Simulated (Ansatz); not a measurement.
# CoO: what the fields show

```
Co O
1.0
     2.80717    0.00000    0.00000
    -1.40359    2.43108    0.00000
     0.00000    0.00000    2.71305
Co O
1 1
Direct
  0.00000 0.00000 0.50000
  0.66667 0.33333 0.00000
```

Space group P-6m2; a generated structure, not necessarily the stable one; spin-polarised.

Method: Kohn-Sham DFT of a periodic cell, PBE with D4, Ansatz PAW in Ansatz 0.2.0.

Core electrons are frozen (PAW), and the valence fields are smoothed inside the atomic spheres.

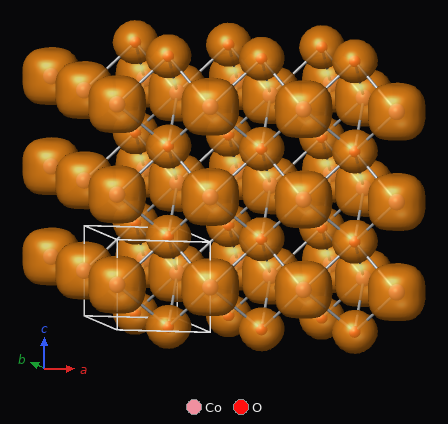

Figure 1. Isosurface of the spin density (up minus down) at +0.1 e/Å³ (orange), seen slightly off an axis. Sticks mark near contacts.

Which atoms carry the moments, and with what signs?

Answer. The spin density sits on Co: +2.5 μB in one cell of 2 atoms, with smaller moments on other sites: O (up to +0.43 μB): parallel main moments, as they must be, since the calculation's own cell holds one magnetic site. The cell of the calculation (2 atoms) carries 3.0 μB of net spin moment.

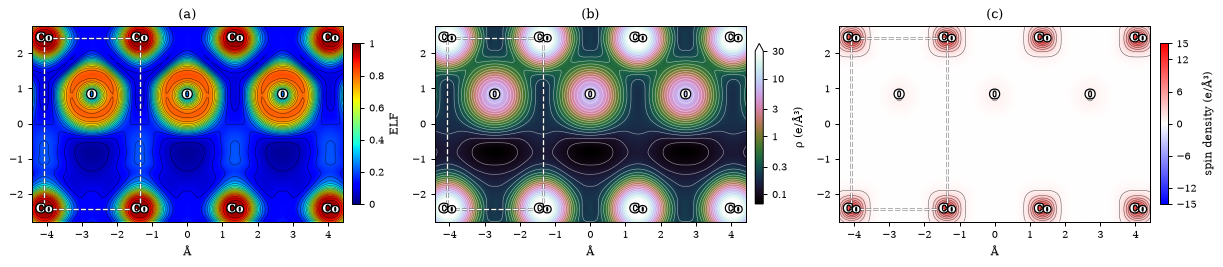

Figure 2. (a) electron localisation function; (b) valence electron density; (c) spin density (up minus down) on the (110) plane of the conventional cell.

What do the fields say about this system?

Answer.
- Atoms in the plane: Co and O.
- Co–O (2.11 Å): ρ at the midpoint is about 0.45 e/Å³; the ELF peaks at about 0.80 in the valence shell of O, 0.6 Å from its nucleus, and is about 0.15 at the midpoint: no localised pair shows between them.
- Between the atoms the lowest density in this plane is 0.07 e/Å³.
- The features right at Co lie inside the PAW spheres, where the map follows smoothed inner orbitals and isn't to be read closely.

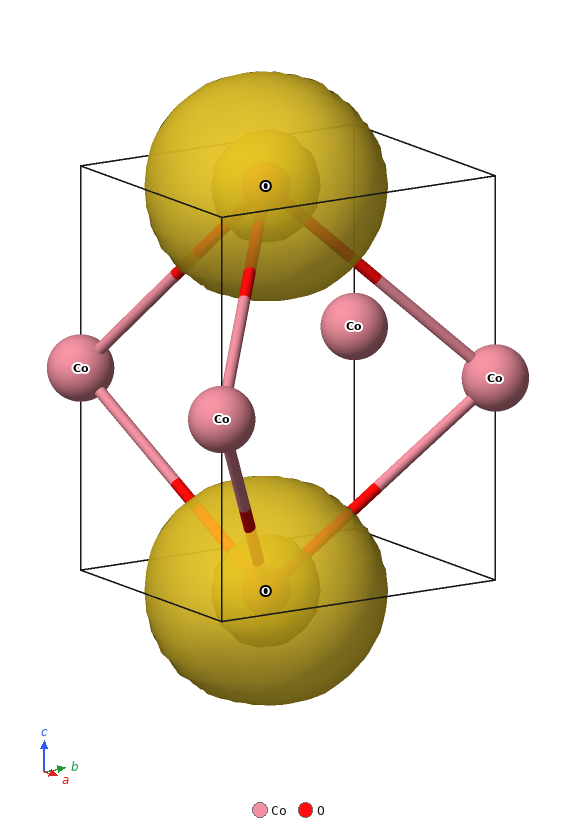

Figure 3. Isosurface of the ELF at 0.7 (yellow), seen slightly off an axis. Only the valence region is drawn (cores and ρ < 0.01 e/Å³ removed). Sticks mark near contacts.

Where are the electrons localised?

Answer. The surface consists of one region wrapped around O (its valence shell), counted in one cell of 2 atoms. Any copies at cell faces, edges or corners count once.

Does the calculation make it a metal, or give it a gap?

Answer. It is gapless in this calculation (a metal or semimetal); semilocal functionals without U, or without the true magnetic order, often close the gap of such compounds.
